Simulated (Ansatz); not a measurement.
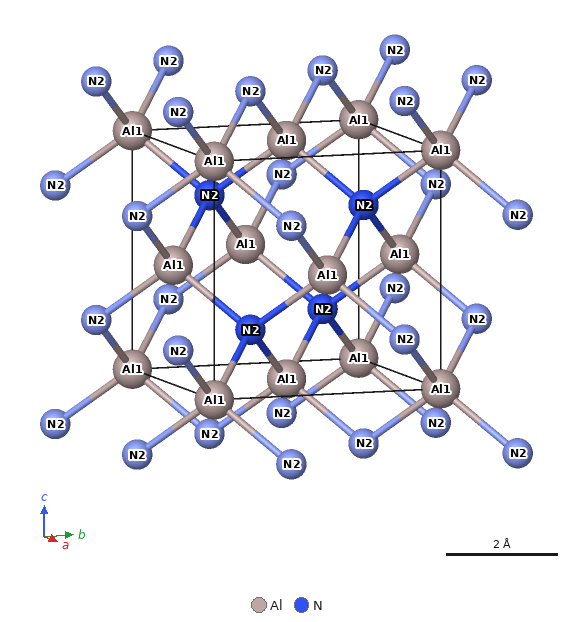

Fig. 1: The structure (ball-and-stick view of the cell 4 times as large as that of the calculation, set on its symmetry axes, seen slightly off an axis; neighbours outside the cell are drawn fainter; atoms are numbered from 1 in the order of the input).

# AlN: a changed input and its effect

System: AlN (F-43m, 2 atoms in the cell).
Method of run A: Kohn-Sham DFT of a periodic cell, BLYP, Ansatz PAW, no spin polarisation (Ansatz 0.2.0).

The structure derives from a Materials Project entry. Text and figures count atoms from 1; the logs count them from 0 in places.

### The input, run A
```yaml
crystal:
  lattice:
    - [0.0, 2.169335443, 2.169335443]
    - [2.169335443, 0.0, 2.169335443]
    - [2.169335443, 2.169335443, 0.0]
  atoms:
    - { symbol: Al, position: [0.0, 0.0, 0.0] }
    - { symbol: "N", position: [0.25, 0.25, 0.25] }
hamiltonian:
  xc: blyp
  pseudopotentials: { kind: paw }
kpoints:
  mp_grid: { grid: [10, 10, 10] }
scf:
  occupations: { method: fermi_dirac, width: 0.05 }
output:
  forces: true
  stress: true
  eigenvalues: true
```

Command:
```bash
ansatz run input.yaml --threads 2 --pin off --max-ram 5120MiB --backend cpu --events-out ev --progress --plain --runs-dir out
```

Hardware: 2 threads of Arm Neoverse V2, 24 GiB of memory available, shared host.

### Output, shortened to warnings, some set-up lines, iterations and results (run A)
```
Basis set: ecut = 420 eV, 411 PW (Γ), exchange–correlation on 48×48×48 points (8 copies of the dense FFT grid, shifted against one another)
Symmetry: 24 space group operations
k-points: 47 of 1000 (time reversal used)
Initial density: superposition of atomic densities (neutral atoms: chi_scale 0, normalization atom), corrected by the library's trained network
[...]
SCF iter   1: F=—  HF=-929.064073 eV  |F-HF|=—  |Δ(HF+E_count)|=         —  Δρ=1.99e-2  dr2=7.37e-2  ethr=1.77e-3  ⟨swp⟩=4.7  Hψ=2744  notcnv=0
SCF iter   2: F=—  HF=-929.045119 eV  |F-HF|=—  |Δ(HF+E_count)|=   1.90e-2  Δρ=7.50e-3  dr2=1.03e-2  ethr=9.21e-4  ⟨swp⟩=2.8  Hψ=1103  notcnv=0
SCF iter   3: F=—  HF=-929.041961 eV  |F-HF|=—  |Δ(HF+E_count)|=   3.16e-3  Δρ=1.06e-3  dr2=1.99e-4  ethr=1.29e-4  ⟨swp⟩=2.4  Hψ=687  notcnv=0
SCF iter   4: F=—  HF=-929.041968 eV  |F-HF|=—  |Δ(HF+E_count)|=   7.37e-6  Δρ=8.50e-5  dr2=7.32e-7  ethr=2.48e-6  ⟨swp⟩=2.7  Hψ=577  notcnv=0
SCF iter   5: F=—  HF=-929.041970 eV  |F-HF|=—  |Δ(HF+E_count)|=   1.74e-6  Δρ=1.54e-5  dr2=2.72e-8  ethr=9.15e-9  ⟨swp⟩=2.7  Hψ=576  notcnv=0
SCF iter   6: F=-929.041970 eV  HF=-929.041970 eV  |F-HF|=1.07e-10  |Δ(HF+E_count)|=   6.78e-8  Δρ=6.23e-7  dr2=4.33e-11  ethr=3.40e-10  ⟨swp⟩=1.9  Hψ=1263  notcnv=0
SCF 1 converged in 6 iterations: F = -929.041970 eV  dr2 = 4.33e-11
SCF converged after 6 iterations
Free energy (F): -929.041970 eV
Harris-Foulkes:  -929.041970 eV  (|F-HF|=1.07e-10)
Internal energy: -929.041970 eV  (E = F + TS)
E sigma→0 (E₀):  -929.041970 eV
Fermi energy:    9.470556 eV
--- Per-component energies (eV) ---
  E_band       = 20.387159
  E_kinetic    = 161.529860
  E_local      = -224.486623  (includes V_loc(G=0)·N_el)
  E_nonlocal   = 56.949853
  E_hartree    = 78.469530
  E_xc         = -100.635681
  E_vxc        = -106.270787  (∫ρ·V_xc dr)
  E_paw        = -602.275723  (= ΣΔE_a)
  E_vpaw       = -24.274268  (= ΣTr[D̂ρ^β])
  E_aug_tail   = 0.000096  (compensation charges beyond the density's cutoff)
  E_ewald      = -298.607694
  E_core_change = 0.014411  (= ΣΔE_core)
  E_smearing   = -0.000000  (= −TS)
  E_closure    = 0.000000  (closes the sum)
  Σ components = -929.041970   (vs F -929.041970, Δ=0.00e0)
--- Forces (eV/Å), atoms counted from 1 ---
  atom   1  Al     0.00000000    -0.00000000     0.00000000
  atom   2  N     -0.00000000     0.00000000     0.00000000
  max |Σ_I F_I| component: 1.85e-16 eV/Å
--- Stress (GPa, compression-positive) ---
       12.273272       0.000000      -0.000000
        0.000000      12.273272       0.000000
       -0.000000       0.000000      12.273272
  P = ⅓ Tr σ = 12.2733 GPa (122.733 kbar)
```

For run B the input was changed thus:
```diff
-  xc: blyp
-  pseudopotentials: { kind: paw }
+  xc: pbe
+  pseudopotentials: { kind: paw, source: jth }
```

How does run B compare with run A?

The total energies belong to different models, so their difference says nothing on which is more stable or more accurate. The gap on the mesh goes from 3.70 to 3.31 eV. The pressure goes from 12.27 to 9.83 GPa. The functional changes from BLYP to PBE. The SCF takes 7 iterations against 6. The default cutoff goes from 420 to 1320 eV with the change. The plane waves at Γ go from 411 to 2229. The two runs start from different initial densities, which also moves the count.

### Output, shortened to warnings, some set-up lines, iterations and results (run B)
```
Warning: [file] the checks of this Al dataset prove no rule for summing its radial tables, as where they were carried onto another mesh than they were made on, and Gregory's rule is taken, under which a leading mesh point left out moves its sums only by what lay on the interval it spanned. That does not make them correct, and they differ from Quantum ESPRESSO's on this file; a re-export a …
Warning: [file] the checks of this N dataset prove no rule for summing its radial tables, as where they were carried onto another mesh than they were made on, and Gregory's rule is taken, under which a leading mesh point left out moves its sums only by what lay on the interval it spanned. That does not make them correct, and they differ from Quantum ESPRESSO's on this file; a re-export a fraction …
Basis set: ecut = 1320 eV, 2229 PW (Γ), exchange–correlation on 80×80×80 points (8 copies of the dense FFT grid, shifted against one another)
Symmetry: 24 space group operations
k-points: 47 of 1000 (time reversal used)
Initial density: superposition of atomic densities (chi_scale 0.1, normalization cell, long waves kept (reshape's long-wave potential 0.00 eV rms))
[...]
SCF iter   1: F=—  HF=-925.601900 eV  |F-HF|=—  |Δ(HF+E_count)|=         —  Δρ=1.49e-1  dr2=5.26e0  ethr=3.10e-3  ⟨swp⟩=8.0  Hψ=4054  notcnv=0
SCF iter   2: F=—  HF=-924.315721 eV  |F-HF|=—  |Δ(HF+E_count)|=    1.29e0  Δρ=7.76e-2  dr2=7.38e-1  ethr=3.10e-3  ⟨swp⟩=3.2  Hψ=1332  notcnv=0
SCF iter   3: F=—  HF=-924.120302 eV  |F-HF|=—  |Δ(HF+E_count)|=   1.95e-1  Δρ=2.20e-2  dr2=5.02e-2  ethr=3.10e-3  ⟨swp⟩=2.4  Hψ=920  notcnv=0
SCF iter   4: F=—  HF=-924.124026 eV  |F-HF|=—  |Δ(HF+E_count)|=   3.72e-3  Δρ=1.42e-3  dr2=1.32e-4  ethr=6.28e-4  ⟨swp⟩=2.1  Hψ=613  notcnv=0
SCF iter   5: F=—  HF=-924.124026 eV  |F-HF|=—  |Δ(HF+E_count)|=   2.96e-7  Δρ=3.10e-4  dr2=4.31e-6  ethr=1.65e-6  ⟨swp⟩=2.2  Hψ=565  notcnv=0
SCF iter   6: F=—  HF=-924.124022 eV  |F-HF|=—  |Δ(HF+E_count)|=   3.95e-6  Δρ=1.74e-5  dr2=2.34e-8  ethr=1.25e-9  ⟨swp⟩=5.6  Hψ=2583  notcnv=0
SCF iter   7: F=-924.124022 eV  HF=-924.124022 eV  |F-HF|=1.47e-9  |Δ(HF+E_count)|=   2.66e-8  Δρ=3.46e-6  dr2=8.03e-10  ethr=2.93e-10  ⟨swp⟩=2.7  Hψ=1372  notcnv=0
SCF 1 converged in 7 iterations: F = -924.124022 eV  dr2 = 8.03e-10
SCF converged after 7 iterations
Free energy (F): -924.124022 eV
Harris-Foulkes:  -924.124022 eV  (|F-HF|=1.47e-9)
Internal energy: -924.124022 eV  (E = F + TS)
E sigma→0 (E₀):  -924.124022 eV
Fermi energy:    8.886087 eV
--- Per-component energies (eV) ---
  E_band       = 16.679473
  E_kinetic    = 191.822815
  E_local      = -247.034011  (includes V_loc(G=0)·N_el)
  E_nonlocal   = 50.434998
  E_hartree    = 76.785328
  E_xc         = -105.668197
  E_vxc        = -120.647122  (∫ρ·V_xc dr)
  E_paw        = -591.857272  (= ΣΔE_a)
  E_vpaw       = -11.467890  (= ΣTr[D̂ρ^β])
  E_aug_tail   = 0.000010  (compensation charges beyond the density's cutoff)
  E_ewald      = -298.607694
  E_smearing   = -0.000000  (= −TS)
  E_closure    = -0.000000  (closes the sum)
  Σ components = -924.124022   (vs F -924.124022, Δ=0.00e0)
--- Forces (eV/Å), atoms counted from 1 ---
  atom   1  Al     0.00000000    -0.00000000     0.00000000
  atom   2  N     -0.00000000     0.00000000     0.00000000
  max |Σ_I F_I| component: 4.53e-16 eV/Å
--- Stress (GPa, compression-positive) ---
        9.833941       0.000000      -0.000000
       -0.000000       9.833941       0.000000
       -0.000000       0.000000       9.833941
  P = ⅓ Tr σ = 9.8339 GPa (98.339 kbar)
```

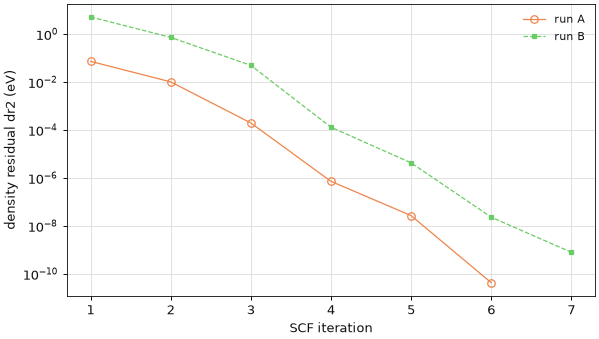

Fig. 2: Convergence of the two runs: density residual dr2 against the SCF iteration. Run A takes 6 iterations in all, and run B takes 7.

### The two runs side by side

| quantity | run A | run B |
| --- | --- | --- |
| outcome | converged | converged |
| free energy per atom (eV) | −464.5210 | −462.0620 |
| gap on the mesh (eV) | 3.70 | 3.31 |
| pressure (GPa) | 12.27 | 9.83 |
| largest force (eV/Å) | 0.000 | 0.000 |
| SCF iterations | 6 | 7 |
| irreducible k-points | 47 | 47 |
| plane waves at Γ | 411 | 2229 |
| wall time (shared host) | 0.54 s | 2 s |

For run A: Points of doubt noted for this run: forces on files of another functional. The cell is under a pressure of 12.3 GPa at this level, so it is not at its equilibrium volume. For run B: The cell is under a pressure of 9.8 GPa at this level, so it is not at its equilibrium volume.
